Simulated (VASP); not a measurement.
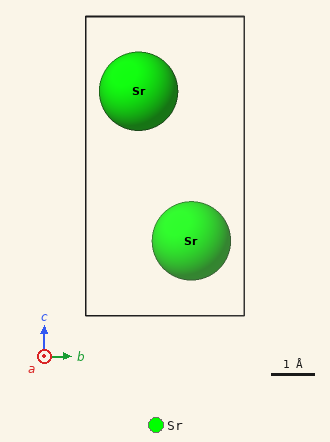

**Figure 1.** The structure as given in the input (spheres-only view of the cell of the calculation, along the a axis).

Single-point calculation, with input and output: Sr

The run: single-point calculation of Sr (P6₃/mmc, 2 atoms in the cell). Method and program: Kohn-Sham DFT of a periodic cell, PBE, VASP PAW PBE potentials, recommended, no spin polarisation (VASP 6.6.1).

The structure derives from an entry of the Crystallography Open Database. It belongs to a series of runs on one base structure; here: grid = ENCUT=300 k=4x4x3 ISMEAR=0 SIGMA=0.15 PREC=Accurate EDIFF=1e-06 LREAL=False ADDGRID=False LASPH=True.

OSZICAR:
```
N       E                     dE             d eps       ncg     rms          rms(c)
DAV:   1     0.718650175620E+02    0.71865E+02   -0.73349E+03   296   0.649E+02
DAV:   2     0.358366217013E+01   -0.68281E+02   -0.67419E+02   362   0.177E+02
DAV:   3    -0.322166403336E+01   -0.68053E+01   -0.67918E+01   506   0.331E+01
DAV:   4    -0.331142468342E+01   -0.89761E-01   -0.89716E-01   384   0.417E+00
DAV:   5    -0.331232872844E+01   -0.90405E-03   -0.90402E-03   430   0.390E-01    0.160E+01
DAV:   6    -0.331448093318E+01   -0.21522E-02   -0.12679E-02   368   0.107E+00    0.901E+00
DAV:   7    -0.331685532144E+01   -0.23744E-02   -0.21914E-02   324   0.137E+00    0.412E-01
DAV:   8    -0.331692684086E+01   -0.71519E-04   -0.32716E-03   430   0.254E-01    0.125E-01
DAV:   9    -0.331699013089E+01   -0.63290E-04   -0.16125E-04   408   0.580E-02    0.475E-02
DAV:  10    -0.331703274971E+01   -0.42619E-04   -0.17856E-05   335   0.307E-02    0.183E-02
DAV:  11    -0.331703072198E+01    0.20277E-05   -0.95404E-07   318   0.694E-03    0.414E-03
DAV:  12    -0.331702879289E+01    0.19291E-05   -0.51624E-07   245   0.460E-03    0.363E-03
DAV:  13    -0.331702945730E+01   -0.66441E-06   -0.70392E-08   185   0.180E-03
   1 F= -.33170295E+01 E0= -.33029510E+01  d E =-.281569E-01
```

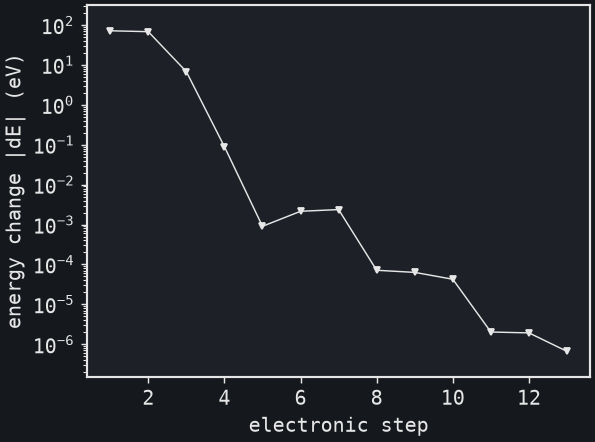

**Figure 2.** Convergence of the self-consistent field: energy change |dE| against the electronic step. It takes 13 electronic steps. The density is held fixed in the first few steps, and dE rises again when its update begins.

Parts of OUTCAR:
```
SYSTEM = Sr
   EDIFF = 1E-6
   ENCUT = 300
   GGA = PE
   ISIF = 2
   ISMEAR = 0
   LASPH = .True.
   LREAL = .False.
   NELM = 100
   PREC = Accurate

 Found      8 irreducible k-points:

 Following reciprocal coordinates:
            Coordinates               Weight
  0.000000  0.000000  0.000000      1.000000
  0.250000  0.000000  0.000000      6.000000
  0.500000  0.000000  0.000000      3.000000
  0.250000  0.250000  0.000000      6.000000
  0.000000  0.000000  0.333333      2.000000
  0.250000  0.000000  0.333333     12.000000
   k-points           NKPTS =      8   k-points in BZ     NKDIM =      8   number of bands    NBANDS=     17
   number of dos      NEDOS =    301   number of ions     NIONS =      2
   total plane-waves  NPLWV =  23040
   dimension x,y,z NGX =    24 NGY =   24 NGZ =   40
   dimension x,y,z NGXF=    48 NGYF=   48 NGZF=   80
   ions per type =               2
   NGX,Y,Z   is equivalent  to a cutoff of   9.26,  9.26,  9.43 a.u.
   NGXF,Y,Z  is equivalent  to a cutoff of  18.51, 18.51, 18.86 a.u.
 SYSTEM =  Sr
   PREC   = accura    normal or accurate (medium, high low for compatibility)
   ISTART =      0    job   : 0-new  1-cont  2-samecut
   ICHARG =      2    charge: 1-file 2-atom 10-const
   ISPIN  =      1    spin polarized calculation?
   LNONCOLLINEAR =      F non collinear calculations
   LSORBIT =      F    spin-orbit coupling
   LASPH  =      T    aspherical Exc in radial PAW
   ENCUT  =  300.0 eV  22.05 Ry    4.70 a.u.   6.09  6.09  9.96*2*pi/ulx,y,z
   NELM   =    100;   NELMIN=  2; NELMDL= -5     # of ELM steps
   EDIFF  = 0.1E-05   stopping-criterion for ELM
   LREAL  =      F    real-space projection
   EDIFFG = 0.1E-04   stopping-criterion for IOM
   NSW    =      0    number of steps for IOM
   IBRION =     -1    ionic relax: 0-MD 1-quasi-New 2-CG
   NFREE  =      0    steps in history (QN), initial steepest desc. (CG)
   ISIF   =      2    stress and relaxation
   ISYM   =      2    0-nonsym 1-usesym 2-fastsym
   POTIM  = 0.5000    time-step for ionic-motion
   TEBEG  =    0.0;   TEEND  =   0.0 temperature during run
   PSTRESS=    0.0 pullay stress
   NELECT =      20.0000    total number of electrons
   NUPDOWN=      -1.0000    fix difference up-down
   EMIN   =  10.00;   EMAX   =-10.00  energy-range for DOS
   EFERMI =   0.00;   METHOD = LEGACY
   ISMEAR =     0;   SIGMA  =   0.15  broadening in eV -4-tet -1-fermi 0-gaus
   EFERMI_NEDOS =   21; number of points for ismear=-14 and -15
   IALGO  =     38    algorithm
   IMIX   =      4    mixing-type and parameters
     AMIX     =   0.40;   BMIX     =  1.00
     AMIX_MAG =   1.60;   BMIX_MAG =  1.00
  volume/ion in A,a.u.               =      56.71       382.68
  Fermi-wavevector in a.u.,A,eV,Ry     =   0.918037  1.734838 11.466874  0.842791
  Thomas-Fermi vector in A             =   2.043073
   LORBIT       =      0    0 simple, 1 ext, 2 COOP (PROOUT), +10 PAW based schemes
   GGA     = PE    functional components
   LHFCALC =     F    Hartree Fock is set to
   AEXX    =    0.0000 exact exchange contribution
   IVDW    =     0    specifies the selected vdW correction
   LEPSILON=     F    determine dielectric tensor
   LRPA    =     F    only Hartree local field effects (RPA)
 non-spin polarized calculation
 Gauss-broadening in eV      SIGMA  =   0.15
  energy-cutoff  :      300.00
  volume of cell :      113.42
 maximum number of plane-waves:      1356
   NGX = 13   NGY = 13   NGZ = 19

 number of electron      20.0000002 magnetization

 Free energy of the ion-electron system (eV)
  ---------------------------------------------------
  ext. energy  EPLUGINS =         0.00000000
  ---------------------------------------------------
  free energy    TOTEN  =        -3.31702946 eV

  energy without entropy =       -3.28887257  energy(sigma->0) =       -3.30295101

 E-fermi :   1.5005     XC(G=0):  -7.2605     alpha+bet : -5.9501

 val. band max:        1.4818721471   @ k =   0.2500   0.0000   0.0000
 cond. band min:       1.5015138122   @ k =   0.0000   0.0000   0.0000
 fundamental gap:      0.0196416651
 Fermi energy:         1.5005434882

 k-point     1 :       0.0000    0.0000    0.0000
  band No.  band energies     occupation
      1     -35.2007      2.00000
      2     -35.1888      2.00000
      3     -17.2563      2.00000
      4     -17.1197      2.00000
      5     -17.1197      2.00000
      6     -17.0959      2.00000
      7     -17.0959      2.00000
      8     -17.0822      2.00000
      9      -2.1232      2.00000
     10       0.3593      2.00000
     11       1.5015      0.99270
     12       3.7473      0.00000
     13       3.7473      0.00000
     14       3.7519      0.00000
     15       4.1400      0.00000
     16       4.1400      0.00000
     17       4.6493      0.00000

 k-point     2 :       0.2500    0.0000    0.0000
  band No.  band energies     occupation
      1     -35.1951      2.00000
      2     -35.1863      2.00000
      3     -17.2249      2.00000
      4     -17.1871      2.00000
      5     -17.1636      2.00000
      6     -17.1404      2.00000
      7     -17.1077      2.00000
      8     -17.0955      2.00000
      9      -1.2969      2.00000
     10       1.1597      1.99869
     11       1.4819      1.13973
     12       2.4733      0.00000
     13       3.2280      0.00000
     14       3.5929      0.00000
     15       4.0427      0.00000
     16       4.5139      0.00000
     17       4.5275      0.00000

 k-point     3 :       0.5000    0.0000    0.0000
  band No.  band energies     occupation
      1     -35.1887      2.00000
      2     -35.1848      2.00000
      3     -17.2549      2.00000
      4     -17.2283      2.00000
      5     -17.1795      2.00000
      6     -17.1599      2.00000
      7     -17.1229      2.00000
      8     -17.1202      2.00000
      9       0.3711      2.00000
     10       0.9324      2.00000
     11       1.5772      0.47008
     12       1.7362      0.02632
     13       2.7628      0.00000
     14       3.3190      0.00000
     15       3.6509      0.00000
     16       5.6829      0.00000
     17       6.2089      0.00000

 k-point     4 :       0.2500    0.2500    0.0000
  band No.  band energies     occupation
      1     -35.1887      2.00000
      2     -35.1848      2.00000
      3     -17.2257      2.00000
      4     -17.2148      2.00000
      5     -17.1800      2.00000
      6     -17.1742      2.00000
      7     -17.1499      2.00000
      8     -17.1225      2.00000
      9       0.1100      2.00000
     10       1.6733      0.10333
     11       1.7063      0.05236
     12       1.7281      0.03192
     13       3.0003      0.00000
     14       3.0886      0.00000
     15       3.1330      0.00000
     16       4.9497      0.00000
     17       5.1259      0.00000

 k-point     5 :       0.0000    0.0000    0.3333
  band No.  band energies     occupation
      1     -35.1977      2.00000
      2     -35.1918      2.00000
      3     -17.2137      2.00000
      4     -17.1264      2.00000
      5     -17.1138      2.00000
      6     -17.1138      2.00000
      7     -17.1018      2.00000
      8     -17.1018      2.00000
      9      -1.6997      2.00000
     10      -0.5986      2.00000
     11       2.2381      0.00000
     12       3.2302      0.00000
     13       3.6864      0.00000
     14       3.6864      0.00000
     15       3.8861      0.00000
     16       3.8861      0.00000
     17       5.1692      0.00000

 k-point     6 :       0.2500    0.0000    0.3333
  band No.  band energies     occupation
      1     -35.1929      2.00000
      2     -35.1885      2.00000
      3     -17.2168      2.00000
      4     -17.1858      2.00000
      5     -17.1563      2.00000
      6     -17.1322      2.00000
      7     -17.1159      2.00000
      8     -17.1129      2.00000
      9      -0.9166      2.00000
     10       0.0999      2.00000
     11       2.1557      0.00000
     12       2.6222      0.00000
     13       3.1110      0.00000
     14       3.2267      0.00000
     15       4.0947      0.00000
     16       4.3981      0.00000
     17       4.9819      0.00000

 [... further k-points ...]

------------------------ aborting loop because EDIFF is reached ----------------------------------------

  FORCE on cell =-STRESS in cart. coord.  units (eV):
  Direction    XX          YY          ZZ          XY          YZ          ZX
  --------------------------------------------------------------------------------------
  -------------------------------------------------------------------------------------
  Total       -0.4180101     -0.4180101      0.1783204      0.0000000      0.0000000      0.0000000
  in kB       -5.9050434     -5.9050434      2.5190531      0.0000000      0.0000000      0.0000000
  external PRESSURE =      -3.0970112 kB  Pullay stress =       0.0000000 kB

 VOLUME and BASIS-vectors are now :
 -----------------------------------------------------------------------------
  energy-cutoff  :      300.00
  volume of cell :      113.42
      direct lattice vectors                 reciprocal lattice vectors
     4.310000000  0.000000000  0.000000000     0.232018561  0.133955979  0.000000000
    -2.155000000  3.732569490  0.000000000     0.000000000  0.267911958  0.000000000
     0.000000000  0.000000000  7.050000000     0.000000000  0.000000000  0.141843972

 POSITION                                       TOTAL-FORCE (eV/Angst)
 -----------------------------------------------------------------------------------
      2.15500      1.24419      5.28750        -0.000000      0.000000      0.000000
     -0.00000      2.48838      1.76250         0.000000     -0.000000      0.000000
 -----------------------------------------------------------------------------------
    total drift:                                0.000000     -0.000000      0.000000

  FREE ENERGIE OF THE ION-ELECTRON SYSTEM (eV)
  ---------------------------------------------------
  free  energy   TOTEN  =        -3.3170294573 eV

  energy  without entropy=       -3.2888725706  energy(sigma->0) =       -3.30295101
```

CONTCAR:
```
Sr
   1.00000000000000
     4.3099999999999996    0.0000000000000000    0.0000000000000000
    -2.1549999999999998    3.7325694903000000    0.0000000000000000
     0.0000000000000000    0.0000000000000000    7.0499999999999998
  Sr
     2
Direct
     0.6666666667000030    0.3333333332999970    0.7500000000000000
     0.3333333332999970    0.6666666667000030    0.2500000000000000

  0.00000000E+00  0.00000000E+00  0.00000000E+00
  0.00000000E+00  0.00000000E+00  0.00000000E+00
```

This output came from the following input.

INCAR:
```
SYSTEM = Sr
  ADDGRID = .False.
  ALGO = Normal
  EDIFF = 1E-6
  ENCUT = 300
  GGA = PE
  ISIF = 2
  ISMEAR = 0
  LASPH = .True.
  LCHARG = .False.
  LREAL = .False.
  LWAVE = .False.
  NBANDS = 17
  NELM = 100
  PREC = Accurate
  SIGMA = 0.15
```

KPOINTS:
```
k-points
0
Gamma
  4 4 3
  0 0 0
```

POSCAR:
```
Sr
1.0
    4.3100000000      0.0000000000      0.0000000000
   -2.1550000000      3.7325694903      0.0000000000
    0.0000000000      0.0000000000      7.0500000000
Sr
2
Direct
    0.6666666667      0.3333333333      0.7500000000
    0.3333333333      0.6666666667      0.2500000000
```

Run as:
```bash
cat potpaw_PBE.64/Sr_sv/POTCAR > POTCAR
mpirun -np 1 vasp_std > vasp.out
```

Key numbers:

| quantity | value |
| --- | --- |
| outcome | converged |
| space group (tolerance 0.01 Å) | P6₃/mmc (194) |
| electrons treated | 20 |
| free energy | −3.3170 eV |
| Fermi energy | 1.501 eV |
| gap on the k-point mesh | none (metallic) |
| pressure | −0.31 GPa |
| largest force (length of the vector) | under 0.001 eV/Å |
| hardware | 1 thread of Intel Xeon (Granite Rapids), 64 GiB of memory available, shared host |
| wall time | 3.7 s |
| peak memory | 0.14 GiB |

Notes:

Settings chosen away from the usual ones: grid = ENCUT=300 k=4x4x3 ISMEAR=0 SIGMA=0.15 PREC=Accurate EDIFF=1e-06 LREAL=False ADDGRID=False LASPH=True. The settings depart from the standard set-up of this series, which can bear on the numbers.
